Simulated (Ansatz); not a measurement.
**Geometry relaxation, with input and output: B$_{5}$N (part 2 of 2)**

Continued. System: B$_{5}$N (P6/mmm, 6 atoms in the cell). Method: DFT PBE, scalar-relativistic, plane waves, PAW, spin-polarised (Ansatz 0.2.0); cutoff 420 eV, 12×12×14 k-mesh, Gaussian smearing of 0.1 eV, collinear spins. The structure was made by a generator, so it may or may not be a known phase.

Geometry of the input (Å; fractional positions):
```
4.0373  0.0000  0.0000
-2.0186  3.4964  0.0000
0.0000  0.0000  2.9016
B  0.3333  0.6667  0.0000
B  0.6667  0.3333  0.0000
B  0.5000  0.0000  0.5000
B  0.5000  0.5000  0.5000
B  0.0000  0.5000  0.5000
N  0.0000  0.0000  0.0000
```

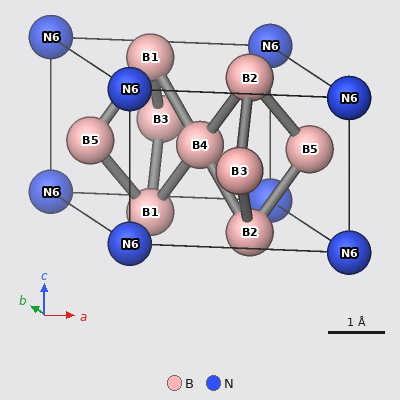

*The geometry at step 1 of the log (ball-and-stick view of the cell of the calculation, seen slightly off an axis; atoms are numbered from 1 in the order of the input).*

### Log, continued
```
SCF iter   1: F=—  HF=-1152.797609 eV  |F-HF|=—  |Δ(HF+E_count)|=         —  Δρ=1.44e-4 (↑1.44e-4 ↓8.28e-5)  dr2=3.98e-5  dr2_m=1.06e-6  M=0.585 μB ∫|m|=0.631 μB  β_m=0.30  ethr=1.94e-7  ⟨swp⟩=2.3  Hψ=28935  notcnv=0
preconditioner: auto → none  [metal: Δε(μ)=0.002 eV  Ē_g=11.049 eV  σ=0.100 eV  W_gap=0.01  n_scr=8 (ndim 8)  ℏωp=25.9 eV  f_vac=0.000  D(μ)=1.97/eV (n_scr^D=20)]
SCF iter   2: F=—  HF=-1152.797609 eV  |F-HF|=—  |Δ(HF+E_count)|=   7.47e-7  Δρ=2.17e-4 (↑1.08e-4 ↓2.17e-4)  dr2=4.97e-5  dr2_m=1.83e-6  M=0.586 μB ∫|m|=0.632 μB  β_m=0.30  ethr=1.94e-7  ⟨swp⟩=2.5  Hψ=7230  notcnv=0
SCF iter   3: F=—  HF=-1152.797603 eV  |F-HF|=—  |Δ(HF+E_count)|=   5.63e-6  Δρ=6.84e-5 (↑6.84e-5 ↓6.05e-5)  dr2=2.95e-6  dr2_m=1.20e-6  M=0.585 μB ∫|m|=0.632 μB  β_m=0.40  ethr=1.94e-7  ⟨swp⟩=1.3  Hψ=5400  notcnv=0
SCF iter   4: F=—  HF=-1152.797603 eV  |F-HF|=—  |Δ(HF+E_count)|=   2.78e-7  Δρ=5.56e-5 (↑4.38e-5 ↓5.56e-5)  dr2=8.09e-8  dr2_m=9.06e-7  M=0.586 μB ∫|m|=0.633 μB  β_m=0.67  ethr=3.00e-9  ⟨swp⟩=6.2  Hψ=30148  notcnv=0
iter 5 did not close the SCF: its close was put off for a magnetic moment that had not settled (scf_convergence_deferred on its scf_iter line)
SCF iter   5: F=-1152.797604 eV  HF=-1152.797604 eV  |F-HF|=1.58e-7  |Δ(HF+E_count)|=   9.59e-7  Δρ=3.76e-5 (↑3.02e-5 ↓3.76e-5)  dr2=9.16e-8  dr2_m=4.21e-7  M=0.587 μB ∫|m|=0.634 μB  β_m=0.84  ethr=4.05e-10  ⟨swp⟩=8.8  Hψ=32695  notcnv=0
iter 6 did not close the SCF: its close was put off for a magnetic moment that had not settled (scf_convergence_deferred on its scf_iter line)
SCF iter   6: F=-1152.797605 eV  HF=-1152.797605 eV  |F-HF|=7.18e-9  |Δ(HF+E_count)|=   7.29e-7  Δρ=6.64e-6 (↑6.64e-6 ↓6.27e-6)  dr2=3.61e-9  dr2_m=1.41e-8  M=0.588 μB ∫|m|=0.635 μB  β_m=0.91  ethr=4.05e-10  ⟨swp⟩=5.7  Hψ=27980  notcnv=0
SCF iter   7: F=-1152.797605 eV  HF=-1152.797605 eV  |F-HF|=4.43e-10  |Δ(HF+E_count)|=   2.18e-8  Δρ=2.32e-6 (↑1.36e-6 ↓2.32e-6)  dr2=7.16e-10  dr2_m=1.07e-9  M=0.588 μB ∫|m|=0.635 μB  ethr=1.80e-11  ⟨swp⟩=4.9  Hψ=25447  notcnv=0
SCF 2 converged in 7 iterations: F = -1152.797605 eV  dr2 = 7.16e-10
relax step   2: F+E_penalty+E_count = -1152.79760493 eV  Δ(F+E_penalty+E_count) = -1.356e-5 eV  max|allowed force component| = 1.388e-17 eV/Å  Δτ_max = 0.0000 Å  P = +0.298 GPa  Ω = 41.021 Å³  energy of the carried Pulay correction = -1.809e-4 eV  (7 SCF iters, dr2 threshold 6.00e-7 eV, accepted)
Crystal: 6 atoms, lattice volume = 41.094 Å³
iter 1 solved again at ethr=2.44e-7 eV; its pass at ethr=3.10e-3 eV (dr2=4.87e-5 eV) is discarded
SCF iter   1: F=—  HF=-1152.797479 eV  |F-HF|=—  |Δ(HF+E_count)|=         —  Δρ=1.66e-4 (↑1.66e-4 ↓9.73e-5)  dr2=4.98e-5  dr2_m=1.70e-6  M=0.589 μB ∫|m|=0.637 μB  β_m=0.30  ethr=2.44e-7  ⟨swp⟩=2.2  Hψ=28855  notcnv=0
preconditioner: auto → none  [metal: Δε(μ)=0.005 eV  Ē_g=11.035 eV  σ=0.100 eV  W_gap=0.03  n_scr=8 (ndim 8)  ℏωp=25.9 eV  f_vac=0.000  D(μ)=1.97/eV (n_scr^D=20)]
SCF iter   2: F=—  HF=-1152.797477 eV  |F-HF|=—  |Δ(HF+E_count)|=   1.94e-6  Δρ=2.44e-4 (↑1.12e-4 ↓2.44e-4)  dr2=5.78e-5  dr2_m=2.69e-6  M=0.590 μB ∫|m|=0.638 μB  β_m=0.24  ethr=2.44e-7  ⟨swp⟩=2.6  Hψ=7451  notcnv=0
SCF iter   3: F=—  HF=-1152.797470 eV  |F-HF|=—  |Δ(HF+E_count)|=   6.35e-6  Δρ=8.14e-5 (↑8.14e-5 ↓8.14e-5)  dr2=4.27e-6  dr2_m=1.87e-6  M=0.590 μB ∫|m|=0.638 μB  β_m=0.35  ethr=2.44e-7  ⟨swp⟩=1.2  Hψ=5254  notcnv=0
SCF iter   4: F=—  HF=-1152.797471 eV  |F-HF|=—  |Δ(HF+E_count)|=   2.90e-7  Δρ=7.05e-5 (↑5.46e-5 ↓7.05e-5)  dr2=1.36e-7  dr2_m=1.43e-6  M=0.591 μB ∫|m|=0.639 μB  β_m=0.62  ethr=1.59e-9  ⟨swp⟩=6.3  Hψ=30978  notcnv=0
SCF iter   5: F=—  HF=-1152.797472 eV  |F-HF|=—  |Δ(HF+E_count)|=   1.58e-6  Δρ=4.42e-5 (↑3.76e-5 ↓4.42e-5)  dr2=1.01e-7  dr2_m=6.18e-7  M=0.592 μB ∫|m|=0.640 μB  β_m=0.73  ethr=6.81e-10  ⟨swp⟩=9.2  Hψ=34624  notcnv=0
iter 6 did not close the SCF: its close was put off for a magnetic moment that had not settled (scf_convergence_deferred on its scf_iter line)
SCF iter   6: F=-1152.797473 eV  HF=-1152.797473 eV  |F-HF|=2.28e-8  |Δ(HF+E_count)|=   1.02e-6  Δρ=1.09e-5 (↑1.09e-5 ↓1.09e-5)  dr2=3.20e-9  dr2_m=4.25e-8  M=0.593 μB ∫|m|=0.642 μB  β_m=0.88  ethr=5.03e-10  ⟨swp⟩=9.5  Hψ=35248  notcnv=0
SCF iter   7: F=-1152.797473 eV  HF=-1152.797473 eV  |F-HF|=8.31e-10  |Δ(HF+E_count)|=   7.05e-8  Δρ=2.54e-6 (↑1.75e-6 ↓2.54e-6)  dr2=6.76e-10  dr2_m=1.53e-9  M=0.593 μB ∫|m|=0.642 μB  ethr=1.60e-11  ⟨swp⟩=4.7  Hψ=26846  notcnv=0
SCF 3 converged in 7 iterations: F = -1152.797473 eV  dr2 = 6.76e-10
relax step   3: F+E_penalty+E_count = -1152.79747339 eV  Δ(F+E_penalty+E_count) = +1.315e-4 eV  max|allowed force component| = 4.086e-17 eV/Å  Δτ_max = 0.0000 Å  P = +0.004 GPa  Ω = 41.094 Å³  energy of the carried Pulay correction = -3.965e-4 eV  (7 SCF iters, dr2 threshold 3.17e-7 eV, accepted)
Basis set: ecut = 420 eV, 825 PW (Γ), exchange–correlation on 60×60×40 points (8 copies of the dense FFT grid, shifted against one another)
Initial wavefunctions: pseudopotential atomic-orbital guess (no wavefunctions were taken with the density)
iter 1 solved again at ethr=8.17e-9 eV; its pass at ethr=3.10e-3 eV (dr2=1.63e-6 eV) is discarded
SCF iter   1: F=—  HF=-1152.797839 eV  |F-HF|=—  |Δ(HF+E_count)|=         —  Δρ=9.21e-6 (↑9.21e-6 ↓7.03e-6)  dr2=2.32e-8  dr2_m=2.06e-9  M=0.593 μB ∫|m|=0.642 μB  β_m=0.30  ethr=8.17e-9  ⟨swp⟩=3.3  Hψ=42781  notcnv=0
preconditioner: auto → none  [metal: Δε(μ)=0.001 eV  Ē_g=11.035 eV  σ=0.100 eV  W_gap=0.01  n_scr=8 (ndim 8)  ℏωp=25.9 eV  f_vac=0.000  D(μ)=1.95/eV (n_scr^D=20)]
SCF iter   2: F=—  HF=-1152.797839 eV  |F-HF|=—  |Δ(HF+E_count)|=   1.18e-8  Δρ=5.93e-6 (↑5.93e-6 ↓5.71e-6)  dr2=2.64e-8  dr2_m=1.10e-9  M=0.593 μB ∫|m|=0.642 μB  β_m=0.28  ethr=1.16e-10  ⟨swp⟩=2.5  Hψ=7887  notcnv=0
SCF iter   3: F=—  HF=-1152.797839 eV  |F-HF|=—  |Δ(HF+E_count)|=   5.12e-9  Δρ=5.32e-6 (↑5.32e-6 ↓4.03e-6)  dr2=7.59e-9  dr2_m=1.03e-9  M=0.593 μB ∫|m|=0.642 μB  β_m=0.32  ethr=1.16e-10  ⟨swp⟩=1.2  Hψ=5294  notcnv=0
SCF iter   4: F=—  HF=-1152.797839 eV  |F-HF|=—  |Δ(HF+E_count)|=   1.14e-8  Δρ=2.46e-6 (↑2.46e-6 ↓1.89e-6)  dr2=1.32e-9  dr2_m=4.37e-10  M=0.593 μB ∫|m|=0.642 μB  β_m=0.61  ethr=3.80e-11  ⟨swp⟩=2.3  Hψ=7974  notcnv=0
SCF iter   5: F=—  HF=-1152.797839 eV  |F-HF|=—  |Δ(HF+E_count)|=   3.21e-9  Δρ=6.57e-7 (↑6.57e-7 ↓5.24e-7)  dr2=8.19e-11  dr2_m=8.17e-11  M=0.593 μB ∫|m|=0.642 μB  β_m=0.80  ethr=6.59e-12  ⟨swp⟩=2.0  Hψ=8094  notcnv=0
SCF iter   6: F=-1152.797839 eV  HF=-1152.797839 eV  |F-HF|=2.07e-11  |Δ(HF+E_count)|=  2.11e-10  Δρ=2.14e-7 (↑2.01e-7 ↓2.14e-7)  dr2=3.62e-11  dr2_m=1.05e-11  M=0.593 μB ∫|m|=0.642 μB  ethr=1.00e-12  ⟨swp⟩=5.3  Hψ=18967  notcnv=0
SCF 4 converged in 6 iterations: F = -1152.797839 eV  dr2 = 3.62e-11
relax step   4: F+E_penalty+E_count = -1152.79783913 eV  Δ(F+E_penalty+E_count) = -3.657e-4 eV  max|allowed force component| = 5.551e-17 eV/Å  Δτ_max = 0.0000 Å  P = +0.016 GPa  Ω = 41.094 Å³  stress off target by 1.71e-2 GPa  SCF on the basis re-selected at this cell (its energy is not comparable with the rows above)  (6 SCF iters)
basis re-selected at this cell: Δ(F+E_penalty+E_count) = -3.657e-4 eV, ΔP = +0.011 GPa vs the last step (what re-selecting the basis moved, of the pressure what is left beyond the Pulay correction that the steps carried, after the strain that the cell walked since its last selection, with what the two solves' SCF thresholds leave and, on support functions, any second-order correction that the steps lacked; it is no measure of the basis error at this ecutwfc). The dense FFT grid was sized anew with the basis: this SCF ran on 30×30×20 points, the steps before it on 27×27×20, so part of this shift can come from that change (see relax.cell in the input reference). This SCF's stress stands 1.71e-2 GPa from its target on what of the cell is left free (relax.cell.stress_tol is 5.00e-2 GPa) and its largest allowed force component is 5.55e-17 eV/Å (relax.f_tol is 1.00e-2 eV/Å): within both
SCF converged after 6 iterations
Magnetization: 0.5934 μB (10.2967 up, 9.7033 down)
Absolute magnetization: 0.6436 μB (∫|ρ↑−ρ↓|, with the PAW one-centre terms)
Spin contamination: 0.0317 ħ² per cell (⟨S²⟩ above its minimum at these occupations)
Per-site moments (μB) at R_I (Å): [(0.0067066180916884, 0.7681027477932627), (0.006706618091688395, 0.7681027477932624), (0.00673523000058559, 0.7681027477932624), (0.0067352300005855065, 0.7681027477932627), (0.006735230000585457, 0.7681027477932626), (0.5148995030070027, 0.9631490708645704)]
Free energy (F): -1152.797839 eV
Harris-Foulkes:  -1152.797839 eV  (|F-HF|=2.07e-11)
Internal energy: -1152.788107 eV  (E = F + TS)
E sigma→0 (E₀):  -1152.792973 eV
Entropy (-TS):   -0.009732 eV (-1.622 meV/atom)
Fermi energy:    10.968780 eV
--- Per-component energies (eV) ---
  E_band       = 74.856366
  E_kinetic    = 358.214389
  E_local      = -188.810285  (includes V_loc(G=0)·N_el)
  E_nonlocal   = 106.997658
  E_hartree    = 45.526493
  E_xc         = -217.262180
  E_vxc        = -262.718350  (∫ρ·V_xc dr)
  E_paw        = -517.804585  (= ΣΔE_a)
  E_vpaw       = -29.880097  (= ΣTr[D̂ρ^β])
  E_aug_tail   = 0.000068  (compensation charges beyond the density's cutoff)
  E_ewald      = -739.649665
  E_smearing   = -0.009732  (= −TS)
  E_closure    = -0.000000  (closes the sum)
  Σ components = -1152.797839   (vs F -1152.797839, Δ=0.00e0)
--- Forces (eV/Å), atoms counted from 1 ---
  atom   1  B     -0.00000000    -0.00000000    -0.00000000
  atom   2  B      0.00000000     0.00000000     0.00000000
  atom   3  B      0.00000000    -0.00000000     0.00000000
  atom   4  B     -0.00000000    -0.00000000     0.00000000
  atom   5  B      0.00000000    -0.00000000     0.00000000
  atom   6  N     -0.00000000     0.00000000     0.00000000
  max |Σ_I F_I| component: 1.71e-30 eV/Å
--- Stress (GPa, compression-positive) ---
        0.015164      -0.000000       0.000000
        0.000000       0.015164       0.000000
        0.000000       0.000000       0.017096
  P = ⅓ Tr σ = 0.0158 GPa (0.158 kbar)
--- Band table (eV; the first three rows and the last of 304) ---
  k-point 0 ↑: bands = ["-7.0416", "-0.5095", "0.7324", "3.9963", "3.9963", "4.0516", "4.0516", "4.7790", "10.8885", "12.7105", "12.7105", "13.1297", "13.1338", "14.8795", "14.8795", "18.9043", "18.9043"]
  k-point 1 ↑: bands = ["-6.9760", "-0.5212", "0.7637", "4.0731", "4.0731", "4.1011", "4.1011", "4.4460", "10.7337", "12.6038", "12.6038", "12.8101", "13.6323", "14.5203", "14.5203", "18.7114", "18.7114"]
  k-point 2 ↑: bands = ["-6.7807", "-0.5801", "0.8539", "3.6681", "4.2463", "4.2463", "4.3022", "4.3022", "10.3160", "12.0539", "12.2633", "12.2633", "13.6676", "13.6676", "14.9159", "18.2713", "18.2713"]
  k-point 151 ↓: bands = ["-2.5574", "-0.8083", "-0.8083", "0.3546", "0.3546", "3.3556", "6.3319", "10.3315", "10.3315", "10.4438", "10.4438", "11.9406", "14.6086", "14.6086", "17.3819", "17.4183", "18.1955"]
--- Relaxed structure (3 steps of the walk, 3 accepted, 1 SCFs on fresh bases) ---
  F+E_penalty+E_count = -1152.79783913 eV   max|allowed force component| = 5.551e-17 eV/Å   (the final SCF, on the basis selected at the relaxed cell)
  cell:  # Å, volume = 41.0941 Å³
    - [4.044177275151984, 2.8916933751607345e-11, -1.052651618861681e-33]
    - [-2.0220886376010347, 3.502360257674889, 9.170213994109977e-34]
    - [-7.025175196557448e-34, 3.242388552257284e-34, 2.901273528757877]
  atoms:
    - { symbol: B, position: [0.33333333333333326, 0.6666666666666666, -1.1266635442290579e-35] }
    - { symbol: B, position: [0.6666666666666667, 0.33333333333333326, 9.47513687815484e-36] }
    - { symbol: B, position: [0.5, -8.077936132349373e-28, 0.5] }
    - { symbol: B, position: [0.5, 0.5, 0.5] }
    - { symbol: B, position: [-5.551115123125783e-17, 0.5, 0.5] }
    - { symbol: N, position: [-7.683821946213195e-36, 4.9489180246870284e-36, 1.3998895815231194e-36] }
--- Löwdin populations: 6 sites ---
  site symbol       q [e]    m [muB]
     0      B      2.9215    -0.0008
     1      B      2.9215    -0.0008
     2      B      2.9081     0.0010
     3      B      2.9081     0.0010
     4      B      2.9081     0.0010
     5      N      5.2731     0.5890
  spilling = 0.007974 (of n_electrons = 20.000000)
```

### File populations.tsv
```
# site	symbol	l	j	q_up	q_dn
# orbitals = lowdin
# n_electrons = 20.000000
# spilling = 0.007974
0	B	0_2S	-	0.337848	0.336650
0	B	1_2P	-	1.122519	1.124506
1	B	0_2S	-	0.337848	0.336650
1	B	1_2P	-	1.122519	1.124506
2	B	0_2S	-	0.356968	0.349956
2	B	1_2P	-	1.097606	1.103583
3	B	0_2S	-	0.356968	0.349956
3	B	1_2P	-	1.097606	1.103583
4	B	0_2S	-	0.356968	0.349956
4	B	1_2P	-	1.097606	1.103583
5	N	0_2S	-	0.954852	0.949698
5	N	1_2P	-	1.976221	1.392369
```

### Trajectory as extended XYZ (Å, eV, eV/Å), 4 frames, from step=1 to step=4
```
6
Lattice="4.0373 0.0000 0.0000 -2.0186 3.4964 0.0000 0.0000 0.0000 2.9016" Properties=species:S:1:pos:R:3:forces:R:3 step=1 energy=-1152.79759 pressure_GPa=0.55
B     0.0000    2.3309    0.0000    0.0000   0.0000   0.0000
B     2.0186    1.1655    0.0000    0.0000   0.0000   0.0000
B     2.0186    0.0000    1.4508    0.0000   0.0000   0.0000
B     1.0093    1.7482    1.4508    0.0000   0.0000   0.0000
B    -1.0093    1.7482    1.4508    0.0000   0.0000   0.0000
N     0.0000    0.0000    0.0000    0.0000   0.0000   0.0000
6
Lattice="4.0403 0.0000 0.0000 -2.0202 3.4990 0.0000 0.0000 0.0000 2.9016" Properties=species:S:1:pos:R:3:forces:R:3 step=2 energy=-1152.79760 pressure_GPa=0.30
B     0.0000    2.3327    0.0000    0.0000   0.0000   0.0000
B     2.0202    1.1663    0.0000    0.0000   0.0000   0.0000
B     2.0202    0.0000    1.4508    0.0000   0.0000   0.0000
B     1.0101    1.7495    1.4508    0.0000   0.0000   0.0000
B    -1.0101    1.7495    1.4508    0.0000   0.0000   0.0000
N     0.0000    0.0000    0.0000    0.0000   0.0000   0.0000
6
Lattice="4.0442 0.0000 0.0000 -2.0221 3.5024 0.0000 0.0000 0.0000 2.9013" Properties=species:S:1:pos:R:3:forces:R:3 step=3 energy=-1152.79747 pressure_GPa=0.00
B     0.0000    2.3349    0.0000    0.0000   0.0000   0.0000
B     2.0221    1.1675    0.0000    0.0000   0.0000   0.0000
B     2.0221    0.0000    1.4506    0.0000   0.0000   0.0000
B     1.0110    1.7512    1.4506    0.0000   0.0000   0.0000
B    -1.0110    1.7512    1.4506    0.0000   0.0000   0.0000
N     0.0000    0.0000    0.0000    0.0000   0.0000   0.0000
6
Lattice="4.0442 0.0000 0.0000 -2.0221 3.5024 0.0000 0.0000 0.0000 2.9013" Properties=species:S:1:pos:R:3:forces:R:3 step=4 energy=-1152.79784 pressure_GPa=0.02
B     0.0000    2.3349    0.0000    0.0000   0.0000   0.0000
B     2.0221    1.1675    0.0000    0.0000   0.0000   0.0000
B     2.0221    0.0000    1.4506    0.0000   0.0000   0.0000
B     1.0110    1.7512    1.4506    0.0000   0.0000   0.0000
B    -1.0110    1.7512    1.4506    0.0000   0.0000   0.0000
N     0.0000    0.0000    0.0000    0.0000   0.0000   0.0000
```

### Key numbers

```json
{"quantity": "outcome", "value": "converged"}
{"quantity": "space group (tolerance 0.01 Å)", "value": "P6/mmm (191)"}
{"quantity": "electrons treated", "value": "20"}
{"quantity": "free energy", "value": "−1152.7978 eV"}
{"quantity": "Fermi energy", "value": "10.969 eV"}
{"quantity": "gap on the k-point mesh", "value": "none (metallic)"}
{"quantity": "net moment of the cell", "value": "0.59 μB"}
{"quantity": "integrated absolute moment", "value": "0.64 μB"}
{"quantity": "pressure", "value": "0.02 GPa"}
{"quantity": "final volume", "value": "41.09 Å³"}
{"quantity": "largest force (length of the vector) at the end", "value": "under 0.001 eV/Å"}
{"quantity": "final cell", "value": "a = 4.044 Å, b = 4.044 Å, c = 2.901 Å, α = 90.00°, β = 90.00°, γ = 120.00°"}
{"quantity": "hardware", "value": "1 thread of Arm Neoverse V1, 24 GiB of memory available, shared host"}
{"quantity": "wall time", "value": "78 s"}
{"quantity": "peak memory", "value": "0.44 GiB"}
```
